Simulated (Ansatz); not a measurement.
Single-point calculation of Al

- system: Al (slab, 16 atoms in the cell)
- method: DFT PBE+D3(BJ), scalar-relativistic, plane waves, PAW, no spin polarisation (Ansatz 0.2.0)

The structure derives from an entry of the Crystallography Open Database. Figures and captions count atoms from 1; the log counts them from 0 in places.

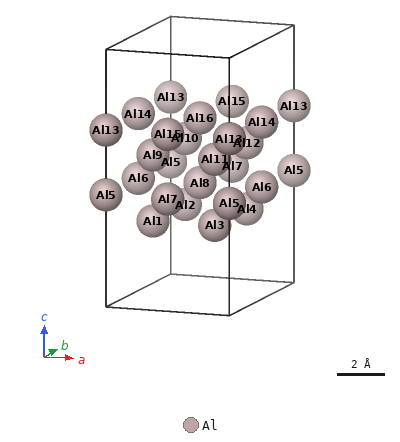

Figure 1. The structure as given in the input (spheres-only view of the cell of the calculation, with the vacuum cut short, seen slightly off an axis; atoms are numbered from 1 in the order of the input).

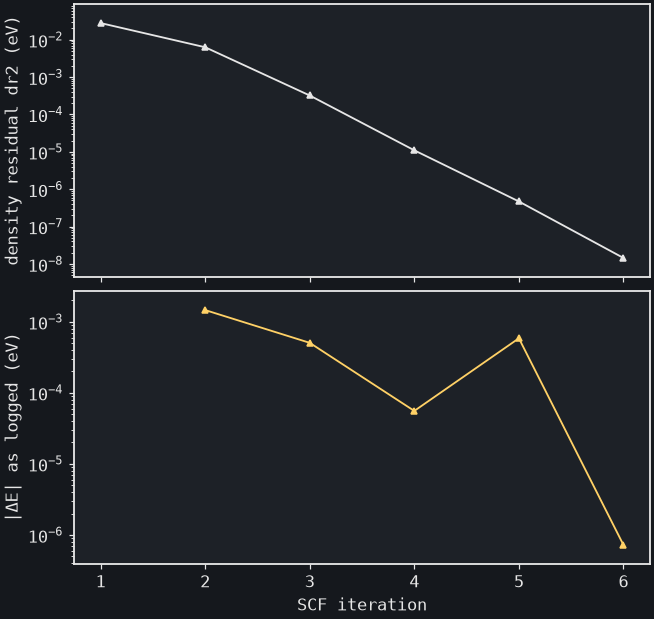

Figure 2. Convergence of the self-consistent field: density residual dr2 and size of the energy change against the SCF iteration. The residual falls at every step.

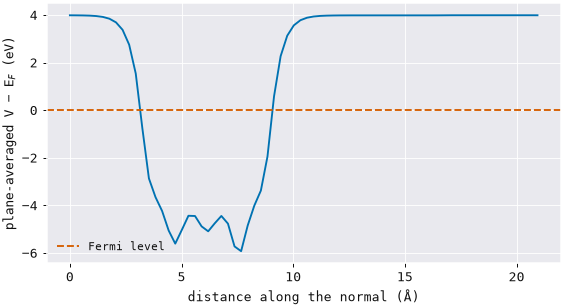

Figure 3. Plane average of the electrostatic potential energy of an electron across the cell, from the Fermi level. The vacuum level lies 3.99 eV above the Fermi level.

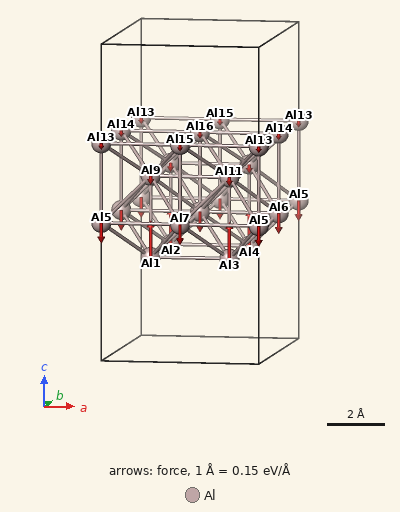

Figure 4. Forces on the atoms as red arrows (ball-and-stick view of the cell of the calculation, with the vacuum cut short, seen slightly off an axis; atoms are numbered from 1 in the order of the input). The largest act on Al1, Al2, Al3, Al4 (0.20 eV/Å); Al5, Al6, Al7, Al8 (0.11 eV/Å). The geometry is not a stationary point of this energy.

The input and output of the run follow.

### The input
```yaml
crystal:
  lattice:
    - [5.6324246412, 0.0, 0.0]
    - [0.0, 7.9654513166, 0.0]
    - [0.0, 0.0, 21.2293510975]
  atoms:
    - { symbol: Al, position: [0.25, 0.25, 0.1884183827] }
    - { symbol: Al, position: [0.25, 0.75, 0.1884183827] }
    - { symbol: Al, position: [0.75, 0.25, 0.1884183827] }
    - { symbol: Al, position: [0.75, 0.75, 0.1884183827] }
    - { symbol: Al, position: [0.0, 0.0, 0.2547466541] }
    - { symbol: Al, position: [0.0, 0.5, 0.2547466541] }
    - { symbol: Al, position: [0.5, 0.0, 0.2547466541] }
    - { symbol: Al, position: [0.5, 0.5, 0.2547466541] }
    - { symbol: Al, position: [0.25, 0.25, 0.3240951258] }
    - { symbol: Al, position: [0.25, 0.75, 0.3240951258] }
    - { symbol: Al, position: [0.75, 0.25, 0.3240951258] }
    - { symbol: Al, position: [0.75, 0.75, 0.3240951258] }
    - { symbol: Al, position: [0.0, 0.0, 0.3876402562] }
    - { symbol: Al, position: [0.0, 0.5, 0.3876402562] }
    - { symbol: Al, position: [0.5, 0.0, 0.3876402562] }
    - { symbol: Al, position: [0.5, 0.5, 0.3876402562] }
basis:
  ecutwfc: 420
kpoints:
  mp_grid: { grid: [5, 4, 1] }
hamiltonian:
  xc: pbe
  dispersion: d3bj
scf:
  occupations: { method: gaussian, width: 0.1 }
output:
  forces: true
  eigenvalues: true
efield:
  axis: 3
  dipole_correction: true
  ramp_width: 0.04
```

Launched with:
```bash
ansatz run input.yaml --threads 1 --pin off --max-ram 3072MiB --backend cpu --events-out ev --progress --plain --runs-dir out
```

### The program's output
```
Engine: ansatz 0.2.0, x86_64-unknown-linux-gnu
Pseudopotentials: kind: paw
Pseudopotential: Al, paw, valence charge 3, recommended cutoff 420 eV (normal), Al.paw.azcp
Functional definition: PBE
  parameter kappa = 0.804
  parameter beta = 0.06672455060314922
  exchange = pbe_x(kappa = kappa, mu = beta*pi^2/3)
  correlation = pbe_c(beta = beta)
Crystal: 16 atoms, lattice volume = 952.451 Å³
Basis set: ecut = 420 eV, 18655 PW (Γ), exchange–correlation on 80×108×288 points (8 copies of the dense FFT grid, shifted against one another)
Bands: 40, of which v1, the nominal top of the filled ones, is band 24 counted from 1 (23 counted from 0)
Symmetry: 16 space group operations
Space group: Pmm2 (ITA 25), of the structure as read, at distance tolerance 9.8e-5 Å
k-points: 9 of 20
Non-local potential: Al, projectors of the file, l = 0: 2, l = 1: 2, l = 2: 1
PAW form: soft (Blöchl's): semilocal exchange-correlation on the pseudo side does not see the compensation charge
PAW one-centre angular grid: Al, 110 points (default); XC on 64 Gauss nodes
Initial density: superposition of atomic densities (neutral atoms: chi_scale 0, normalization atom), corrected by the library's trained network
Initial wavefunctions: pseudopotential atomic-orbital guess
Functional: x = pbe(κ = 0.804, μ = 0.2195149727645171), c = pbe(β = 0.06672455060314922)
SCF iter   1: F=—  HF=-8598.310756 eV  |F-HF|=—  |Δ(HF+E_count)|=         —  Δρ=1.12e-3  dr2=2.79e-2  ethr=1.77e-3  p=-0.000 e·Å  D=-5.20e-5 V/Å  ΔV_dip=0.00 eV  dr2_dipole=3.24e-5  V_vac-E_F(+/−)=3.96/3.96 eV  ⟨swp⟩=13.1  Hψ=2340  notcnv=0
efield: sawtooth ramp at fractional position 0.7680 (placed from the atoms, in the widest stretch of the axis that holds none; the zero of the levels goes with the place), width 0.0400; the density the first Hamiltonian is built on has a dipole p = -0.000 e·Å; the dipole correction subtracts the counter field D = -5.20e-5 V/Å, which shifts the + side's vacuum level by +0.00 eV against the − side's; the planar-averaged density in the ramp window peaks in size at 9.0e-6 e/Å³
preconditioner: auto → LDOS  [metal: Δε(μ)=0.062 eV  Ē_g=5.958 eV  σ=0.100 eV  W_gap=0.34  n_scr=80 (ndim 8)  ℏωp=8.3 eV  f_vac=0.568  D(μ)=7.67/eV (n_scr^D=28)  β→1.0]
SCF iter   2: F=—  HF=-8598.312221 eV  |F-HF|=—  |Δ(HF+E_count)|=   1.46e-3  Δρ=4.38e-4  dr2=6.29e-3  ethr=5.81e-5  p=0.002 e·Å  D=4.18e-4 V/Å  ΔV_dip=-0.01 eV  dr2_dipole=2.09e-5  V_vac-E_F(+/−)=3.97/3.98 eV  ⟨swp⟩=2.3  Hψ=706  notcnv=0  defer=7
SCF iter   3: F=—  HF=-8598.311716 eV  |F-HF|=—  |Δ(HF+E_count)|=   5.05e-4  Δρ=1.05e-4  dr2=3.22e-4  ethr=1.31e-5  p=0.001 e·Å  D=2.09e-4 V/Å  ΔV_dip=-0.00 eV  dr2_dipole=2.44e-9  V_vac-E_F(+/−)=3.99/3.99 eV  ⟨swp⟩=2.3  Hψ=532  notcnv=0  defer=7
SCF iter   4: F=—  HF=-8598.311771 eV  |F-HF|=—  |Δ(HF+E_count)|=   5.56e-5  Δρ=2.61e-5  dr2=1.10e-5  ethr=6.71e-7  p=0.001 e·Å  D=2.02e-4 V/Å  ΔV_dip=-0.00 eV  dr2_dipole=1.59e-7  V_vac-E_F(+/−)=3.99/3.99 eV  ⟨swp⟩=2.1  Hψ=510  notcnv=0  defer=7
SCF iter   5: F=—  HF=-8598.312356 eV  |F-HF|=—  |Δ(HF+E_count)|=   5.85e-4  Δρ=6.26e-6  dr2=4.71e-7  ethr=2.29e-8  p=0.001 e·Å  D=2.28e-4 V/Å  ΔV_dip=-0.00 eV  dr2_dipole=7.14e-11  V_vac-E_F(+/−)=3.99/3.99 eV  ⟨swp⟩=2.1  Hψ=538  notcnv=0  defer=7
SCF iter   6: F=-8598.312357 eV  HF=-8598.312357 eV  |F-HF|=5.47e-8  |Δ(HF+E_count)|=   7.22e-7  Δρ=1.07e-6  dr2=1.45e-8  ethr=2.08e-10  p=0.001 e·Å  D=2.24e-4 V/Å  ΔV_dip=-0.00 eV  dr2_dipole=3.78e-10  V_vac-E_F(+/−)=3.99/3.99 eV  ⟨swp⟩=18.6  Hψ=2263  notcnv=0
the search or the solves at the SCF's close seem to have found levels that the self-consistency loop had missed (the run counts 1). By its estimate they hold under 1e-12 electrons; where the run keeps them, the occupations were computed again with them
SCF 1 converged in 6 iterations: F = -8598.312357 eV  dr2 = 1.45e-8
  greatest PAW one-centre occupation: 0.481 electrons in one spin orbital (limit 2), on the Al atom at site 3 (counted from 0), in its partial waves of l = 0
SCF converged after 6 iterations
Free energy (F): -8598.312357 eV
Harris-Foulkes:  -8598.312357 eV  (|F-HF|=5.47e-8)
Internal energy: -8598.275431 eV  (E = F + TS)
E sigma→0 (E₀):  -8598.293894 eV
Entropy (-TS):   -0.036927 eV (-2.308 meV/atom)
Fermi energy:    -0.612637 eV
Dipole field:    D = 0.000236 V/Å  (p = 0.001244 e·Å, saw-weighted, corrected)
Work function:   Φ+ = 3.9868 eV   Φ− = 3.9918 eV
Levels:          The Fermi level and band energies are counted from a zero that moves with the ramp; work functions are not
--- Per-component energies (eV) ---
  E_band       = -225.750190
  E_kinetic    = 342.740031
  E_local      = -8497.901493  (includes V_loc(G=0)·N_el)
  E_nonlocal   = 169.548618
  E_hartree    = 4131.764434
  E_xc         = -622.299522
  E_vxc        = -445.026592  (∫ρ·V_xc dr)
  E_paw        = -7477.309285  (= ΣΔE_a)
  E_vpaw       = -58.636219  (= ΣTr[D̂ρ^β])
  E_aug_tail   = -0.000033  (compensation charges beyond the density's cutoff)
  E_efield     = 0.000000  (sawtooth field / dipole correction)
  E_vefield    = -0.000167  (∫n·V_field dr)
  E_ewald      = 3358.533008
  E_disp       = -3.351189  (pairwise vdW)
  E_smearing   = -0.036927  (= −TS)
  E_closure    = -0.000000  (closes the sum)
  Σ components = -8598.312357   (vs F -8598.312357, Δ=0.00e0)
--- Forces (eV/Å), atoms counted from 1 ---
  atom   1  Al     0.00000000     0.00000000     0.19593622
  atom   2  Al     0.00000000    -0.00000000     0.19593622
  atom   3  Al     0.00000000    -0.00000000     0.19593622
  atom   4  Al     0.00000000    -0.00000000     0.19593622
  atom   5  Al    -0.00000000     0.00000000    -0.11152287
  atom   6  Al     0.00000000    -0.00000000    -0.11152287
  atom   7  Al    -0.00000000     0.00000000    -0.11152287
  atom   8  Al     0.00000000     0.00000000    -0.11152287
  atom   9  Al    -0.00000000    -0.00000000    -0.04910037
  atom  10  Al     0.00000000    -0.00000000    -0.04910037
  atom  11  Al    -0.00000000    -0.00000000    -0.04910037
  atom  12  Al    -0.00000000     0.00000000    -0.04910037
  atom  13  Al     0.00000000     0.00000000    -0.03532158
  atom  14  Al     0.00000000    -0.00000000    -0.03532158
  atom  15  Al     0.00000000    -0.00000000    -0.03532158
  atom  16  Al     0.00000000    -0.00000000    -0.03532158
  max |Σ_I F_I| component: 3.44e-5 eV/Å
--- Band table (eV; the first three rows and the last of 9) ---
  k-point 0: bands = ["-11.0794", "-8.8290", "-8.7738", "-8.6358", "-6.5401", "-6.5102", "-6.3999", "-6.3642", "-5.2982", "-4.5220", "-4.4978", "-4.1543", "-4.1240", "-4.1114", "-4.0634", "-3.0712", "-3.0483", "-2.7411", "-2.3689", "-2.3480", "-2.1958", "-1.3887", "-1.3438", "-1.1395", "-0.7960", "-0.7832", "-0.4366", "0.5160", "0.5427", "0.6056", "1.2467", "1.2703", "1.3799", "1.4002", "1.4877", "1.5276", "1.6659", "2.3425", "2.3566", "2.9500"]
  k-point 1: bands = ["-10.9351", "-9.7885", "-8.4978", "-7.7064", "-7.1526", "-6.4007", "-6.3711", "-5.2973", "-5.2894", "-5.2735", "-5.1825", "-4.1868", "-3.9934", "-3.9809", "-3.7814", "-3.2544", "-3.2441", "-2.7330", "-2.6953", "-2.2046", "-2.0568", "-1.7548", "-0.6780", "-0.6723", "-0.6648", "-0.6437", "-0.0038", "0.1529", "0.2009", "0.4959", "0.5984", "0.6064", "0.9748", "1.2715", "1.8853", "2.1575", "2.1680", "2.4310", "2.4581", "2.5938"]
  k-point 2: bands = ["-10.5034", "-10.5034", "-8.0925", "-8.0925", "-5.9842", "-5.9842", "-5.9556", "-5.9556", "-5.9269", "-5.9269", "-4.9063", "-4.9063", "-3.6135", "-3.6135", "-3.6014", "-3.6014", "-3.3249", "-3.3249", "-1.8995", "-1.8995", "-1.5268", "-1.5268", "-1.4763", "-1.4763", "-0.3751", "-0.3751", "-0.3603", "-0.3603", "0.4851", "0.4851", "1.0683", "1.0683", "1.0846", "1.0846", "1.2921", "1.2921", "2.5393", "2.5393", "2.5517", "2.5517"]
  k-point 8: bands = ["-9.7655", "-9.7655", "-8.8491", "-8.8491", "-7.3615", "-7.3615", "-6.4557", "-6.4557", "-5.2154", "-5.2154", "-4.3419", "-4.3419", "-4.1841", "-4.1841", "-3.3016", "-3.3016", "-2.6305", "-2.6305", "-1.7738", "-1.7738", "-1.7439", "-1.7439", "-1.2402", "-1.2402", "-0.2059", "-0.2059", "0.6741", "0.6741", "0.9074", "0.9074", "1.2230", "1.2230", "1.8946", "1.8946", "1.9558", "1.9558", "2.6246", "2.6246", "2.9979", "2.9979"]
```

### Key numbers

```tsv
quantity	value
outcome	converged
electrons treated	48
free energy	−8598.3124 eV
work function, top face	3.99 eV
work function, bottom face	3.99 eV
Fermi energy	−0.613 eV
gap on the k-point mesh	none (metallic)
work function (upper face)	3.99 eV
largest force (length of the vector)	0.196 eV/Å
hardware	1 thread of Intel Xeon (Granite Rapids), 32 GiB of memory available, shared host
wall time	18 s
peak memory	0.86 GiB
```
